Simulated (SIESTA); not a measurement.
**MgO: 7 runs along one coordinate**

System: MgO (P-6m2, 2 atoms in the cell).
Method: Kohn-Sham DFT of a periodic cell, LDA, PseudoDojo 0.4 standard, converted to PSML, no spin polarisation (SIESTA 5.4.2).

The 7 runs differ only in the geometry, by an even scaling of the cell at fixed fractional positions. The structure derives from a Materials Project entry.

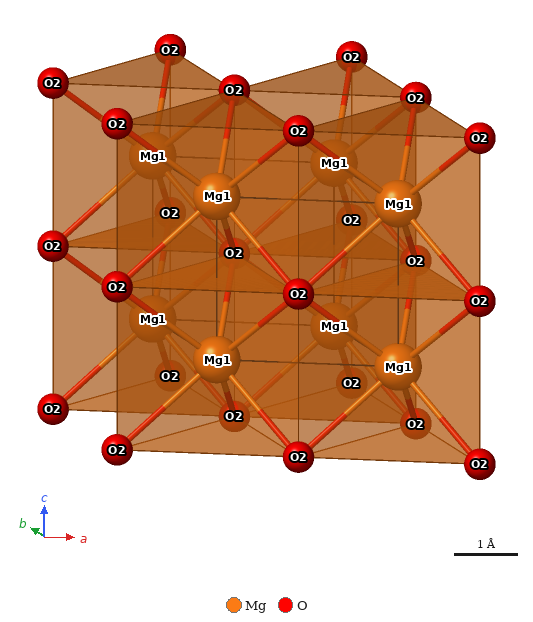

Figure 1. The structure of run 4 (polyhedral view of the cell of the calculation, seen slightly off an axis; polyhedra are completed across the faces of the cell; atoms are numbered from 1 in the order of the input). An atom can appear more than once, as a periodic image.

## Input of run 4
```
SystemName                      MgO
SystemLabel                     MgO
NumberOfSpecies                 2
NumberOfAtoms                   2
%block ChemicalSpeciesLabel
  1  12 Mg
  2   8 O
%endblock ChemicalSpeciesLabel

LatticeConstant                 1.0 Ang
%block LatticeVectors
     2.9380209034     0.0000000000     0.0000000000
    -1.4690104517     2.5444007392     0.0000000000
     0.0000000000     0.0000000000     2.6796800000
%endblock LatticeVectors
AtomicCoordinatesFormat         Fractional
%block AtomicCoordinatesAndAtomicSpecies
     0.0000000000     0.0000000000     0.0000000000  1  Mg
     0.3333333333     0.6666666667     0.5000000000  2  O
%endblock AtomicCoordinatesAndAtomicSpecies

%block kgrid.MonkhorstPack
   10   0   0  0.0
    0  10   0  0.0
    0   0  10  0.0
%endblock kgrid.MonkhorstPack
XC.Functional                   LDA
XC.Authors                      PW92
PAO.BasisSize                   DZP
PAO.EnergyShift                 0.003 Ry
Mesh.Cutoff                     800 Ry
OccupationFunction              FD
ElectronicTemperature           0.05 eV
MaxSCFIterations                120
SCF.MustConverge                false
SCF.Mixer.Method                Pulay
SCF.Mixer.Weight                0.25
SCF.Mixer.History               8
SCF.DM.Tolerance                5.0e-05
SCF.H.Tolerance                 1.0e-03 eV
WriteForces                     true
Charge.Mulliken                 end
BandLinesScale                  ReciprocalLatticeVectors
%block BandLines
    1    0.000000   0.000000   0.000000  \Gamma
   10    0.500000   0.000000   0.000000  M
    6    0.333333   0.333333   0.000000  K
   11    0.000000   0.000000   0.000000  \Gamma
    9    0.000000   0.000000   0.500000  A
   10    0.500000   0.000000   0.500000  L
    6    0.333333   0.333333   0.500000  H
   11    0.000000   0.000000   0.500000  A
    1    0.500000   0.000000   0.500000  L
    9    0.500000   0.000000   0.000000  M
    1    0.333333   0.333333   0.000000  K
    9    0.333333   0.333333   0.500000  H
%endblock BandLines
%block PAO.Basis
  Mg 4
  n=2 0 2
    2.614 0.000
  n=3 0 2
    8.196 0.000
  n=2 1 2
    2.949 0.000
  n=3 1 1
    8.196
%endblock PAO.Basis
```

Command:
```bash
siesta MgO.fdf > MgO.out 2>&1
```

Run 5 has the same physical settings and fractional positions; its lattice vectors (Å) are:
```
   2.957479    0.000000    0.000000
  -1.478739    2.561252    0.000000
   0.000000    0.000000    2.697427
```

## Results, with one run withheld

| run | volume per atom (Å³) | free energy per atom, from the lowest run given (meV) | pressure (GPa) | gap on the mesh (eV) |
| --- | --- | --- | --- | --- |
| 1 | 9.415 | 2.02 | 3.40 | 3.40 |
| 2 | 9.615 | 0.00 | −0.10 | 3.23 |
| 3 | 9.816 | 2.05 | −3.12 | 3.07 |
| 4 | 10.016 | 7.75 | −5.89 | 2.92 |
| 5 | 10.216 | ? | ? | ? |
| 6 | 10.417 | 28.83 | −10.78 | 2.63 |
| 7 | 10.617 | 43.61 | −12.84 | 2.50 |

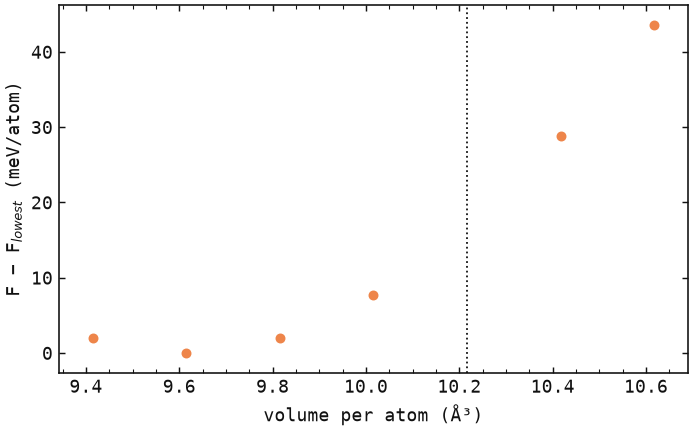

Figure 2. Free energy per atom of the runs given; the dotted line marks run 5.

What should run 5 give?

A cubic polynomial in V^(−2/3) (the Birch–Murnaghan form), fitted to the 6 runs given, misses them by at most 0.01 meV per atom. With x = V^(−2/3) − 0.21591 Å⁻², it reads F = 6.0478 − 2283 x + 2.1655e+05 x² − 1.5404e+05 x³ (meV per atom). At run 5 it gives 16.75 meV per atom, and the run itself gives 16.75. The slope of the fit gives a pressure −dF/dV of −8.46 GPa there, and the run prints −8.45 GPa. The fit has its minimum at 9.611 Å³ per atom, where V d²F/dV² gives 155 GPa. Cell shape and fractional positions are held, so this is the stiffness under even scaling; the relaxed bulk modulus wasn't computed. The gap on the mesh goes, without turning, from 3.40 eV in run 1 to 2.50 eV in run 7; run 5 has 2.77 eV. These are gaps of this functional on this mesh, which can miss the band edges; they aren't the measured gap.

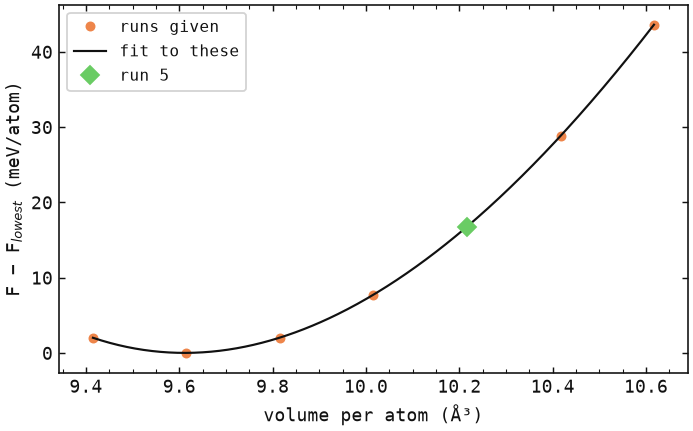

Figure 3. The fit and the withheld run.

## Some lines of the output (run 5)
```
[...]
outcell: Cell volume (Ang**3)        :     20.4326
stepf: Fermi-Dirac step function
siesta: Etot    =     -2061.986448
siesta: FreeEng =     -2061.986448
        iscf     Eharris(eV)        E_KS(eV)     FreeEng(eV)     dDmax    Ef(eV) dHmax(eV)
siesta: E_KS(eV) =            -2064.4814
siesta: E_KS - E_eggbox =     -2064.4814
siesta: Etot    =     -2064.481353
siesta: FreeEng =     -2064.481353
siesta:         Fermi =      -5.965724
siesta: Cell volume =         20.432594 Ang**3
    Orbital volume contribution        =           1.310751 eV
```

Notes: Points of doubt noted for this run: mulliken charges of long orbitals. With a small basis of atomic orbitals these values can differ much from converged plane-wave results.
